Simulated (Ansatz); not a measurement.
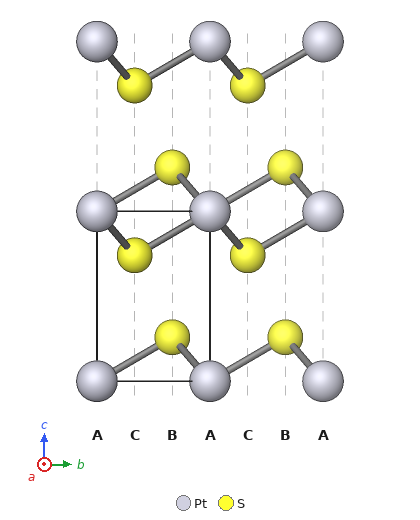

Projection along an edge of the hexagonal mesh, stacking direction c upwards. The dashed lines mark the three columns A (0, 0), B (1/3, 2/3) and C (2/3, 1/3). The sequence starts with the first layer at or above the cell's origin.

System PtS₂ (space group P-3m1, No. 164); source of the atomic positions: the geometry relaxed with DFT PBE+D3(BJ), scalar-relativistic, plane waves, PAW in Ansatz 0.2.0.

### Read off the stacking sequence over one period.

Pt(A) – S(B) – S(C) (three layers in 4.66 Å).

### How are the S layers alone stacked?

S layers alone: BC, the hexagonal close-packed type.

### Which positions between or in the S layers do the other atoms fill?

Pt: one octahedral site, counted in one hexagonal cell. One of the two gaps between S layers is empty, 2.25 Å wide.

Heights of the layers:

```csv
layer,atoms (column),height (Å),to next (Å)
1,Pt(A),0.00,1.21
2,S(B),1.21,2.25
3,S(C),3.46,1.21
```
